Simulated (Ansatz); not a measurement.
# A computed optical spectrum

Method: Ansatz, PBE, independent particles, with spin-orbit coupling, line width 0.15 eV (Gaussian); metals get a typed carrier damping. The response is along the first axis of the cell.

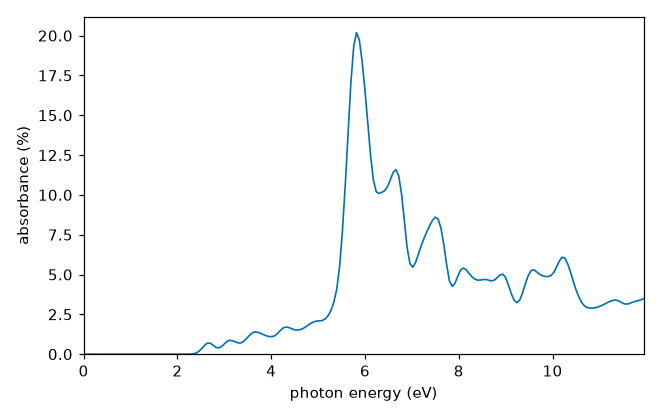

Task: To which candidate does it belong?
A. Sn2SO sheet (Pm)
B. H2PtO2 sheet (C2/m)
C. CaH2S2 sheet (P-3m1)

Result: B. H2PtO2 sheet (C2/m): least direct gap 2.52 eV, static polarisability 1.48 Å, strongest peak along the first axis at 5.83 eV. The others: Sn2SO sheet (Pm), least direct gap 1.93 eV, static polarisability 3.34 Å, strongest peak along the first axis at 3.59 eV; CaH2S2 sheet (P-3m1), least direct gap 3.82 eV, static polarisability 1.29 Å, strongest peak along the first axis at 6.99 eV.

Note: cells built here by substitution need not match a known phase.
